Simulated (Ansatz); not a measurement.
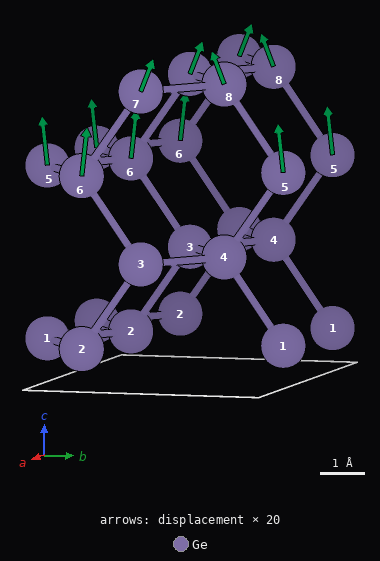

This is a constrained relaxation of a slab of composition Ge (cut from the Fd-3m phase). The starting structure is drawn; green arrows show the displacements, 20 times their true length.

A ball-and-stick model of the 2 × 1 repeat of the cell, outlined in the plane, without the vacuum, seen slightly off an axis.

Case: clean slab, lower half held. The slab is the (1 1 0) face of Ge. 4 atoms are held fixed.

Method: Ansatz, DFT PBEsol, scalar-relativistic, plane waves, PAW.

The input:
```yaml
crystal:
  lattice:
    - [4.0133694117, 0.0, 0.0]
    - [0.0, 5.6757614529, 0.0]
    - [0.0, 0.0, 23.0200541176]
  atoms:
    - { symbol: Ge, position: [0.5, 0.0, 0.3692432675] }
    - { symbol: Ge, position: [0.0, 0.25, 0.3692432675] }
    - { symbol: Ge, position: [0.0, 0.5, 0.4564144225] }
    - { symbol: Ge, position: [0.5, 0.75, 0.4564144225] }
    - { symbol: Ge, position: [0.5, 0.0, 0.5435855775] }
    - { symbol: Ge, position: [0.0, 0.25, 0.5435855775] }
    - { symbol: Ge, position: [0.0, 0.5, 0.6307567325] }
    - { symbol: Ge, position: [0.5, 0.75, 0.6307567325] }
basis:
  ecutwfc: 420
kpoints:
  mp_grid: { grid: [7, 5, 1] }
hamiltonian:
  xc: pbesol
scf:
  occupations: { method: gaussian, width: 0.1 }
output:
  forces: true
  eigenvalues: true
relax:
  adjacent_minimum: "off"
  f_tol: 0.03
  max_steps: 70
  constraints: [{ sites: [0, 1, 2, 3] }]
efield:
  axis: 3
  dipole_correction: true
  ramp_width: 0.04
```

Launched with:
```bash
ansatz run input.yaml --threads 2 --pin off --max-ram 5120MiB --backend cpu --events-out ev --progress --plain --runs-dir out
```

What did the optimiser do to the structure, and how much energy did it gain?

Answer. The energy falls by 13.7 meV per cell of the calculation in 2 geometry steps. Largest force component: 0.23 eV/Å at the start, 0.0062 eV/Å at the end. The largest moves, 0.059 Å, are those of Ge5 and Ge6. Ge6 goes along the normal (+c). The cell stays as it was. Near-neighbour distances that change, for instance: Ge3–Ge6 2.458 → 2.502 Å, Ge7–Ge8 2.458 → 2.440 Å, Ge5–Ge8 2.458 → 2.448 Å, Ge5–Ge6 2.458 → 2.465 Å.
